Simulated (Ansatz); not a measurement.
# Run report: Si₁₆C₁₅ (charge +1), geometry relaxation (part 1 of 2)

- system: Si₁₆C₁₅ (defect cell, 31 atoms in the cell, total charge +1)
- method: DFT LDA, scalar-relativistic, plane waves, PAW, spin-polarised (Ansatz 0.2.0)

The structure derives from a Materials Project entry. It belongs to a series of runs on one base structure; here: C vacancy (site b), charge +1, atoms relaxed at the host's cell, started again with a moment of 3 μB.

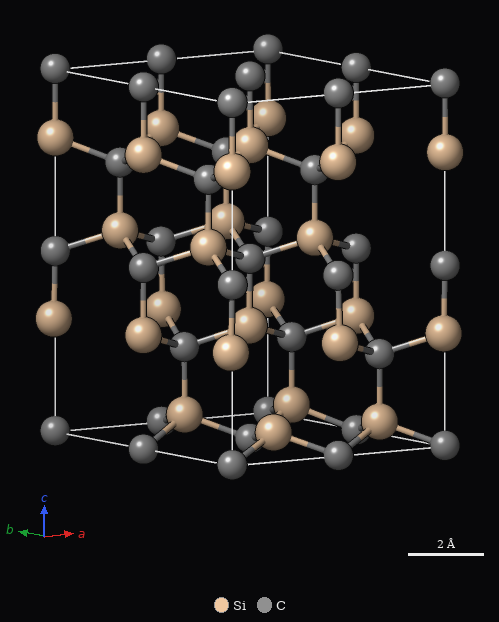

*The starting structure (ball-and-stick view of the cell of the calculation, seen at an oblique angle).*

Near neighbours in the crystal (not all of them lie inside the picture): Si has 3 C at 1.85 to 1.87 Å; Si has 4 C at 1.86 to 1.92 Å; C has 4 Si at 1.85 to 1.92 Å.

### The input
```yaml
crystal:
  lattice:
    - [3.0584217931, -5.2973419482, 0.0]
    - [-6.1168435962, 5.7e-09, 0.0]
    - [0.0, 0.0, -10.0121483307]
  atoms:
    - { symbol: Si, position: [0.3351141948, 0.1685849468, 0.058565825], spin: 0.75 }
    - { symbol: Si, position: [0.8351617843, 0.1702541158, 0.0617826934] }
    - { symbol: Si, position: [0.3315583066, 0.6667921008, 0.061569495] }
    - { symbol: Si, position: [0.8351996191, 0.6669954546, 0.0617717641] }
    - { symbol: Si, position: [0.1668380166, 0.3351580085, 0.5627716113] }
    - { symbol: Si, position: [0.6676760046, 0.3348709751, 0.5626025612] }
    - { symbol: Si, position: [0.166813279, 0.8337720672, 0.5627819009] }
    - { symbol: Si, position: [0.6672060054, 0.8346376738, 0.5611563601] }
    - { symbol: Si, position: [-0.0086824344, -0.0032903293, 0.3131828723], spin: 0.75 }
    - { symbol: Si, position: [0.502880198, -0.0043708184, 0.3126699486], spin: 0.75 }
    - { symbol: Si, position: [-0.0004521507, 0.5008017833, 0.3139263297] }
    - { symbol: Si, position: [0.5029496224, 0.5093439643, 0.3126603725], spin: 0.75 }
    - { symbol: Si, position: [0.4998737073, 0.499481991, 0.8116819049] }
    - { symbol: Si, position: [1.0005574033, 0.5013091913, 0.8115490145] }
    - { symbol: Si, position: [0.4998541443, 1.0024142258, 0.8116862014] }
    - { symbol: Si, position: [1.0031740107, 1.0026341226, 0.8119381953] }
    - { symbol: C, position: [0.8343282847, 0.1703687696, 0.2491839864] }
    - { symbol: C, position: [0.3294012594, 0.6656964951, 0.2489143565] }
    - { symbol: C, position: [0.8343916428, 0.6660736777, 0.2491763404] }
    - { symbol: C, position: [0.1675363671, 0.3347889595, 0.7507260513] }
    - { symbol: C, position: [0.6671487316, 0.3345815156, 0.7505583502] }
    - { symbol: C, position: [0.1675102805, 0.8348121437, 0.7507378101] }
    - { symbol: C, position: [0.6679285342, 0.8349819034, 0.7525205574] }
    - { symbol: C, position: [0.4993063503, 0.4992291405, 0.4992851566] }
    - { symbol: C, position: [1.0002853774, 0.5011932415, 0.5001807042] }
    - { symbol: C, position: [0.4992890871, 1.0021306266, 0.4992888886] }
    - { symbol: C, position: [1.0028637041, 1.0024829981, 0.4993527841] }
    - { symbol: C, position: [0.0018911952, 0.0019930888, 1.0028141332] }
    - { symbol: C, position: [0.5006437724, 0.0016024586, 1.0021885649] }
    - { symbol: C, position: [0.0004973777, 0.501272304, 0.9990903827] }
    - { symbol: C, position: [0.5006624331, 0.5010631819, 1.0021917947] }
  host:
    lattice:
      - [3.0584217981, -2.9e-09, 0.0]
      - [-1.5292108966, 2.6486709741, 0.0]
      - [0.0, 0.0, 10.0121483307]
    atoms:
      - { symbol: Si, position: [0.6666666667, 0.3333333333, 0.9378414607] }
      - { symbol: Si, position: [0.3333333333, 0.6666666667, 0.4378414607] }
      - { symbol: Si, position: [0.0, 0.0, 0.6879005828] }
      - { symbol: Si, position: [0.0, 0.0, 0.1879005828] }
      - { symbol: C, position: [0.6666666667, 0.3333333333, 0.7498077819] }
      - { symbol: C, position: [0.3333333333, 0.6666666667, 0.2498077819] }
      - { symbol: C, position: [0.0, 0.0, 0.5004491746] }
      - { symbol: C, position: [0.0, 0.0, 0.0004491746] }
total_charge: 1
basis:
  ecutwfc: 420
  xc_grid: 2
kpoints:
  mp_grid: { grid: [2, 2, 2], shift: [0.0, 0.0, 0.0] }
hamiltonian:
  xc: lda
scf:
  occupations: { method: gaussian, width: 0.01 }
output:
  forces: true
  stress: false
  eigenvalues: true
  populations: true
  charged_corrections:
    defect_position: [0.33333333, 0.16666667, 0.25019222]
    epsilon: [[10.2735, 0.0, 0.0], [0.0, 10.2735, 0.0], [0.0, 0.0, 10.9573]]
  write_density: true
  write_potential: true
  elf: true
  volumetric_format: npy
magnetization:
  spin_polarized: true
relax:
  adjacent_minimum: "off"
  f_tol: 0.025
  max_steps: 45
```

Hardware: 4 threads of Arm Neoverse N1, 98 GiB of memory available, shared host.

Command:
```bash
ansatz run input.yaml --threads 4 --pin off --max-ram 8192MiB --backend cpu --events-out ev --progress --plain --runs-dir out
```

### Log
```
Engine: ansatz 0.2.0, aarch64-unknown-linux-gnu
Pseudopotentials: kind: paw
Pseudopotential: Si, paw, valence charge 4, recommended cutoff 420 eV (normal), Si.paw.azcp
Pseudopotential: C, paw, valence charge 4, recommended cutoff 420 eV (normal), C.paw.azcp
Functional definition: SPW92
  exchange = slater_x
  correlation = pw_c
Crystal: 31 atoms, lattice volume = 324.424 Å³
Basis set: ecut = 420 eV, 6339 PW (Γ), exchange–correlation on 90×90×144 points (8 copies of the dense FFT grid, shifted against one another)
Bands: 94, of which v1, the nominal top of the filled ones, is band 62 counted from 1 (61 counted from 0)
Symmetry: 1 space group operations
Space group: P1 (ITA 1), of the structure as read, at distance tolerance 6.9e-5 Å
Magnetic group: BNS 1.1 (UNI 1), of the structure as read, at distance tolerance 6.9e-5 Å
k-points: 8
Non-local potential: Si, projectors of the file, l = 0: 2, l = 1: 2, l = 2: 2
Non-local potential: C, projectors of the file, l = 0: 2, l = 1: 2, l = 2: 1
PAW form: soft (Blöchl's): semilocal exchange-correlation on the pseudo side does not see the compensation charge
PAW frozen core: Si, regenerated for the run's functional, and the local potential with it (the file was generated under x = pbe(κ = 0.804, μ = 0.2195149727645171), c = pbe(β = 0.06672455060314922))
PAW frozen core: C, regenerated for the run's functional, and the local potential with it (the file was generated under x = pbe(κ = 0.804, μ = 0.2195149727645171), c = pbe(β = 0.06672455060314922))
PAW one-centre angular grid: Si, 110 points (default); XC on 64 Gauss nodes
PAW one-centre angular grid: C, 110 points (default); XC on 64 Gauss nodes
Initial density: superposition of atomic densities (chi_scale 0.1, normalization cell)
Starting moments: Σ|m| = 3 μB on 4 of 31 sites
Initial wavefunctions: pseudopotential atomic-orbital guess
Functional: x = slater, c = lda
SCF iter   1: F=—  HF=-13429.931859 eV  |F-HF|=—  |Δ(HF+E_count)|=         —  Δρ=7.91e-2 (↑7.90e-2 ↓7.91e-2)  dr2=1.02e2  dr2_m=1.30e-1  M=1.000 μB ∫|m|=1.105 μB  β_m=0.30  ethr=3.10e-3  ⟨swp⟩=6.0  Hψ=6868  notcnv=0  defer=163
preconditioner: auto → Resta (q_TF=auto, 2.321 Å⁻¹)  ε∞=4.2  [insulator: Δε(μ)=0.152 eV  Ē_g=12.836 eV  σ=0.010 eV  W_gap=1.00  n_scr=66 (ndim 8)  ℏωp=22.9 eV  f_vac=0.000  D(μ)=0.00/eV (n_scr^D=0)  ε∞_Penn≈4.2]
spin=Collinear: Resta preconditioning applied to the charge; magnetization (m = ρ↑ − ρ↓) channel mixes plain (no charge-response kernel on spin).
SCF iter   2: F=—  HF=-13407.426903 eV  |F-HF|=—  |Δ(HF+E_count)|=    2.25e1  Δρ=4.28e-2 (↑4.28e-2 ↓4.27e-2)  dr2=2.95e1  dr2_m=9.26e-2  M=0.500 μB ∫|m|=0.677 μB  β_m=0.30  ethr=3.10e-3  ⟨swp⟩=3.0  Hψ=2950  notcnv=0  defer=407
SCF iter   3: F=—  HF=-13398.667810 eV  |F-HF|=—  |Δ(HF+E_count)|=    8.76e0  Δρ=1.53e-2 (↑1.46e-2 ↓1.53e-2)  dr2=1.64e0  dr2_m=4.64e-2  M=0.500 μB ∫|m|=0.644 μB  β_m=0.30  ethr=3.10e-3  ⟨swp⟩=3.4  Hψ=2941  notcnv=0  defer=396
SCF iter   4: F=—  HF=-13398.178987 eV  |F-HF|=—  |Δ(HF+E_count)|=   4.89e-1  Δρ=4.92e-3 (↑4.40e-3 ↓4.92e-3)  dr2=1.22e-1  dr2_m=2.39e-2  M=0.500 μB ∫|m|=0.594 μB  β_m=0.30  ethr=1.33e-3  ⟨swp⟩=2.1  Hψ=1907  notcnv=0  defer=396
SCF iter   5: F=—  HF=-13398.180027 eV  |F-HF|=—  |Δ(HF+E_count)|=   1.04e-3  Δρ=2.37e-3 (↑2.34e-3 ↓2.37e-3)  dr2=1.08e-2  dr2_m=1.27e-2  M=0.500 μB ∫|m|=0.568 μB  β_m=0.30  ethr=9.89e-5  ⟨swp⟩=3.4  Hψ=2311  notcnv=0  defer=396
SCF iter   6: F=—  HF=-13398.186924 eV  |F-HF|=—  |Δ(HF+E_count)|=   6.90e-3  Δρ=1.60e-3 (↑1.54e-3 ↓1.60e-3)  dr2=1.81e-3  dr2_m=6.86e-3  M=0.496 μB ∫|m|=0.548 μB  β_m=0.30  ethr=8.79e-6  ⟨swp⟩=2.9  Hψ=2047  notcnv=0  defer=396
SCF iter   7: F=—  HF=-13398.192283 eV  |F-HF|=—  |Δ(HF+E_count)|=   5.36e-3  Δρ=1.32e-3 (↑1.29e-3 ↓1.32e-3)  dr2=6.45e-4  dr2_m=4.88e-3  M=0.417 μB ∫|m|=0.465 μB  β_m=0.30  ethr=1.47e-6  ⟨swp⟩=2.2  Hψ=2057  notcnv=0  defer=396
Mixer restart at iter 7: flushing history
spin-set hold released at iteration 7 (site moments contracting): the magnetisation degrees of freedom join the quasi-Newton model from the next iteration; the mixer history was flushed
SCF iter   8: F=—  HF=-13398.196576 eV  |F-HF|=—  |Δ(HF+E_count)|=   4.29e-3  Δρ=1.47e-3 (↑1.36e-3 ↓1.47e-3)  dr2=2.52e-3  dr2_m=5.63e-3  M=0.276 μB ∫|m|=0.329 μB  β_m=0.65  ethr=5.25e-7  ⟨swp⟩=2.0  Hψ=1865  notcnv=0  defer=396
SCF iter   9: F=—  HF=-13398.204810 eV  |F-HF|=—  |Δ(HF+E_count)|=   8.23e-3  Δρ=8.89e-4 (↑8.89e-4 ↓8.07e-4)  dr2=3.89e-4  dr2_m=2.08e-3  M=0.250 μB ∫|m|=0.285 μB  β_m=0.82  ethr=5.25e-7  ⟨swp⟩=3.2  Hψ=2379  notcnv=0  defer=396
SCF iter  10: F=—  HF=-13398.208317 eV  |F-HF|=—  |Δ(HF+E_count)|=   3.51e-3  Δρ=3.18e-4 (↑3.18e-4 ↓2.79e-4)  dr2=7.65e-5  dr2_m=2.52e-4  M=0.250 μB ∫|m|=0.271 μB  β_m=0.91  ethr=3.16e-7  ⟨swp⟩=2.9  Hψ=2510  notcnv=0  defer=396
SCF iter  11: F=—  HF=-13398.208778 eV  |F-HF|=—  |Δ(HF+E_count)|=   4.62e-4  Δρ=9.90e-5 (↑9.80e-5 ↓9.90e-5)  dr2=3.71e-5  dr2_m=2.23e-5  M=0.250 μB ∫|m|=0.267 μB  β_m=0.86  ethr=6.22e-8  ⟨swp⟩=2.8  Hψ=2470  notcnv=0  defer=396
SCF iter  12: F=—  HF=-13398.208799 eV  |F-HF|=—  |Δ(HF+E_count)|=   2.05e-5  Δρ=6.48e-5 (↑5.09e-5 ↓6.48e-5)  dr2=8.72e-6  dr2_m=8.97e-6  M=0.250 μB ∫|m|=0.267 μB  β_m=0.80  ethr=1.27e-8  ⟨swp⟩=20.5  Hψ=16114  notcnv=0
SCF iter  13: F=—  HF=-13398.208812 eV  |F-HF|=—  |Δ(HF+E_count)|=   1.30e-5  Δρ=4.07e-5 (↑3.19e-5 ↓4.07e-5)  dr2=6.81e-6  dr2_m=3.18e-6  M=0.250 μB ∫|m|=0.266 μB  β_m=0.90  ethr=7.09e-9  ⟨swp⟩=11.5  Hψ=10780  notcnv=0
SCF iter  14: F=—  HF=-13398.208815 eV  |F-HF|=—  |Δ(HF+E_count)|=   3.45e-6  Δρ=2.61e-5 (↑2.21e-5 ↓2.61e-5)  dr2=4.01e-6  dr2_m=1.28e-6  M=0.250 μB ∫|m|=0.266 μB  β_m=0.89  ethr=5.54e-9  ⟨swp⟩=10.5  Hψ=9684  notcnv=0
SCF iter  15: F=—  HF=-13398.208816 eV  |F-HF|=—  |Δ(HF+E_count)|=   7.19e-7  Δρ=1.95e-5 (↑1.68e-5 ↓1.95e-5)  dr2=2.35e-6  dr2_m=7.14e-7  M=0.250 μB ∫|m|=0.266 μB  β_m=0.95  ethr=3.26e-9  ⟨swp⟩=9.0  Hψ=8300  notcnv=0
SCF iter  16: F=-13398.208817 eV  HF=-13398.208817 eV  |F-HF|=6.28e-9  |Δ(HF+E_count)|=   8.48e-7  Δρ=1.17e-6 (↑1.17e-6 ↓6.06e-7)  dr2=1.10e-8  dr2_m=1.13e-9  M=0.250 μB ∫|m|=0.266 μB  ethr=1.91e-9  ⟨swp⟩=11.3  Hψ=10231  notcnv=0
SCF 1 converged in 16 iterations: F = -13398.208817 eV  dr2 = 1.10e-8
  greatest PAW one-centre occupation: 0.645 electrons in one spin orbital (limit 2), on the C atom at site 17 (counted from 0), in its partial waves of l = 0
relax step   1: F+E_penalty+E_count = -13398.20881688 eV  Δ(F+E_penalty+E_count) = +0.000e0 eV  max|allowed force component| = 1.274e-2 eV/Å  Δτ_max = 0.0000 Å  (16 SCF iters, dr2 threshold 1.56e-5 eV, accepted)
Initial density: handed on by an earlier stage of this run
Starting moments: Σ|m| = 3 μB on 4 of 31 sites; this step starts from the density that it was given
Initial wavefunctions: those handed on with the density
iter 1 solved again at ethr=8.93e-12 eV; its pass at ethr=3.10e-3 eV (dr2=1.10e-8 eV) is discarded
SCF iter   1: F=—  HF=-13398.208817 eV  |F-HF|=—  |Δ(HF+E_count)|=         —  Δρ=1.17e-6 (↑1.17e-6 ↓6.06e-7)  dr2=1.10e-8  dr2_m=1.13e-9  M=0.250 μB ∫|m|=0.266 μB  β_m=0.30  ethr=8.93e-12  ⟨swp⟩=1.0  Hψ=3616  notcnv=0
preconditioner: auto → Resta (q_TF=auto, 2.321 Å⁻¹)  ε∞=4.8  [insulator: Δε(μ)=0.027 eV  Ē_g=11.718 eV  σ=0.010 eV  W_gap=0.94  n_scr=66 (ndim 8)  ℏωp=22.9 eV  f_vac=0.000  D(μ)=3.20/eV (n_scr^D=10)  ε∞_Penn≈4.8]
spin=Collinear: Resta preconditioning applied to the charge; magnetization (m = ρ↑ − ρ↓) channel mixes plain (no charge-response kernel on spin).
iter 2 did not close the SCF: its close was put off for a magnetic moment that had not settled (scf_convergence_deferred on its scf_iter line)
SCF iter   2: F=-13398.208817 eV  HF=-13398.208817 eV  |F-HF|=1.73e-9  |Δ(HF+E_count)|=   1.07e-9  Δρ=7.90e-7 (↑7.90e-7 ↓3.95e-7)  dr2=4.07e-9  dr2_m=6.15e-10  M=0.250 μB ∫|m|=0.266 μB  β_m=0.54  ethr=8.93e-12  ⟨swp⟩=6.2  Hψ=6256  notcnv=0
SCF iter   3: F=-13398.208817 eV  HF=-13398.208817 eV  |F-HF|=2.00e-11  |Δ(HF+E_count)|=  1.58e-10  Δρ=1.89e-7 (↑1.89e-7 ↓1.40e-7)  dr2=2.15e-10  dr2_m=5.06e-11  M=0.250 μB ∫|m|=0.266 μB  ethr=3.31e-12  ⟨swp⟩=4.9  Hψ=6911  notcnv=0
the starting moments were not kept: the SCF closed with an absolute magnetisation of 2.6e-1 μB, where they sum to 3 μB in size (4 sites). That is at most 0.1 of that sum.
SCF 2 converged in 3 iterations: F = -13398.208817 eV  dr2 = 2.15e-10
relax step   2: F+E_penalty+E_count = -13398.20881688 eV  Δ(F+E_penalty+E_count) = -5.068e-9 eV  max|allowed force component| = 1.276e-2 eV/Å  Δτ_max = 0.0000 Å  (3 SCF iters, accepted)
```

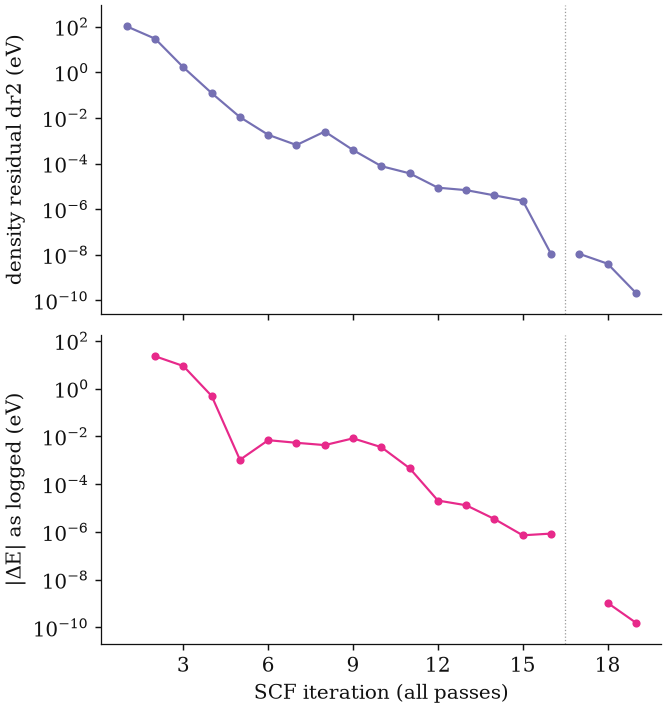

*Convergence of the self-consistent field: density residual dr2 and size of the energy change against the SCF iteration. The dotted lines part the SCF passes of the relaxation: geometry steps, rejected trials and re-solves on a re-selected basis.*

The passes take 16 and 3 iterations.

```
SCF converged after 3 iterations
Magnetization: 0.2500 μB (61.6250 up, 61.3750 down)
Absolute magnetization: 0.2661 μB (∫|ρ↑−ρ↓|, with the PAW one-centre terms)
Spin contamination: 0.0002 ħ² per cell (⟨S²⟩ above its minimum at these occupations)
Per-site moments (μB) at R_I (Å): [(6.614203822016112e-5, 0.7629129620486563), (0.000450501729858967, 0.768270531344752), (0.00025291434461671166, 0.7680620731998712), (0.0004502948799227322, 0.7682609810103285), (0.00020590053186439065, 0.7713604397327634), (6.087589301765517e-5, 0.7711707479639304), (0.00020604087146039638, 0.7713560162622257), (0.002564097514188517, 0.7761843340811657), (0.008612323423586787, 0.7692976558349696), (0.016888194792786727, 0.767833483544596), (0.0007912945574546816, 0.7691662145032857), (0.01688310454439499, 0.767760743672842), (0.0002657877698471371, 0.7685051276938436), (2.5266003434055688e-5, 0.7708184903805521), (0.0002652113688181717, 0.7684942476893522), (-3.118039299997294e-5, 0.7685805607513362), (0.00032051533895177377, 0.7696342034309227), (0.0006891734807663906, 0.767760743672842), (0.00032086994856690644, 0.7696235942299092), (-0.00013916726087519215, 0.7685890946792022), (-0.00020239545402025638, 0.7684942476893522), (-0.00013887143541080116, 0.7685805607513362), (0.01275202262951903, 0.7725718618732578), (0.004430934694245918, 0.7710875422919042), (-6.767471121925092e-5, 0.7692343405697168), (0.004430149554970647, 0.771062509001537), (0.0020353818267712055, 0.7692976558349696), (0.0002401450754083798, 0.7636820415192106), (0.003453746215541944, 0.7629876417541519), (4.167991034403957e-5, 0.7680620731998712), (0.0034557900380901446, 0.7629129620486563)]
Free energy (F): -13398.208817 eV
Harris-Foulkes:  -13398.208817 eV  (|F-HF|=2.00e-11)
Internal energy: -13398.208657 eV  (E = F + TS)
E sigma→0 (E₀):  -13398.208737 eV
Entropy (-TS):   -0.000160 eV (-0.005 meV/atom)
Fermi energy:    10.123416 eV
--- Per-component energies (eV) ---
  E_band       = 414.583857
  E_kinetic    = 2073.077213
  E_local      = -1751.788937  (includes V_loc(G=0)·N_el)
  E_nonlocal   = 834.250290
  E_hartree    = 548.669175
  E_xc         = -1617.974301
  E_vxc        = -1678.047448  (∫ρ·V_xc dr)
  E_paw        = -9155.710950  (= ΣΔE_a)
  E_vpaw       = -160.245848  (= ΣTr[D̂ρ^β])
  E_aug_tail   = 0.000232  (compensation charges beyond the density's cutoff)
  E_ewald      = -4331.023159
  E_core_change = 2.291779  (= ΣΔE_core)
  E_smearing   = -0.000160  (= −TS)
  E_closure    = -0.000000  (closes the sum)
  E_deformation_potential = 18.065960  (in the stress; not in F)
  Σ components = -13398.208817   (vs F -13398.208817, Δ=0.00e0)
--- Forces (eV/Å), atoms counted from 1 ---
  atom   1  Si     0.00171862     0.00715469    -0.00572014
  atom   2  Si     0.00147196    -0.00204730     0.00269360
  atom   3  Si     0.00086449     0.00049960     0.00719610
  atom   4  Si    -0.00107099    -0.00048898     0.00167683
  atom   5  Si    -0.00029156     0.00106693    -0.00394787
  atom   6  Si     0.00081184    -0.00049484    -0.00207664
  atom   7  Si     0.00170335    -0.00069836    -0.00323102
  atom   8  Si    -0.00015049     0.00044730    -0.00117221
  atom   9  Si     0.00053822     0.00695094    -0.00151825
  atom  10  Si    -0.00443923    -0.01276151    -0.00104585
  atom  11  Si    -0.00034030     0.00613119    -0.00795441
  atom  12  Si     0.00538003    -0.01129237    -0.00299121
  atom  13  Si     0.00080095     0.00175867     0.00152021
  atom  14  Si     0.00036315    -0.00005367    -0.00395561
  atom  15  Si    -0.00065551     0.00126455     0.00239374
  atom  16  Si     0.00048718    -0.00082914     0.00149768
  atom  17  C      0.00129326    -0.00020921    -0.00450288
  atom  18  C     -0.00211367     0.00101442    -0.00363742
  atom  19  C     -0.00077846     0.00075064    -0.00433710
  atom  20  C      0.00082538    -0.00054023    -0.00041444
  atom  21  C     -0.00109065     0.00102071     0.00102788
  atom  22  C     -0.00053179    -0.00133703     0.00066149
  atom  23  C     -0.00087979     0.00254944     0.00612718
  atom  24  C      0.00328151     0.00286838     0.00451084
  atom  25  C      0.00067101    -0.00125488     0.00434298
  atom  26  C     -0.00421535     0.00349328     0.00351928
  atom  27  C     -0.00015141    -0.00078824     0.00381400
  atom  28  C      0.00077171    -0.00076613     0.00378783
  atom  29  C      0.00133055    -0.00167108    -0.00130140
  atom  30  C     -0.00022075     0.00070279     0.00315225
  atom  31  C     -0.00538325    -0.00243888    -0.00011580
  max |Σ_I F_I| component: 1.69e-6 eV/Å
--- Charged-cell corrections in eV (Makov–Payne, q = +1.000 e, ε = [10.274, 10.274, 10.957]) ---
  F (periodic)     = -13398.208817  (uncorrected; the corrections below are reported, never added to it)
  E_corr1          = +0.254806  (monopole, q²α_M/2ε̄L, of the cell on which ε is isotropic)
  F Makov-Payne    = -13397.954011  (F + E_corr1; no measured alignment; for a localised charge, not one spread in a band: unchecked)
  no potential alignment in this run, which stands beside a crystal: run the host's input off ansatz write-host-input, and read the two finished runs by ansatz place-levels (neither reads a slab, a wire or a sheet, whose cell leaves a vacuum)
--- Band table (eV; the first three rows and the last of 16) ---
```
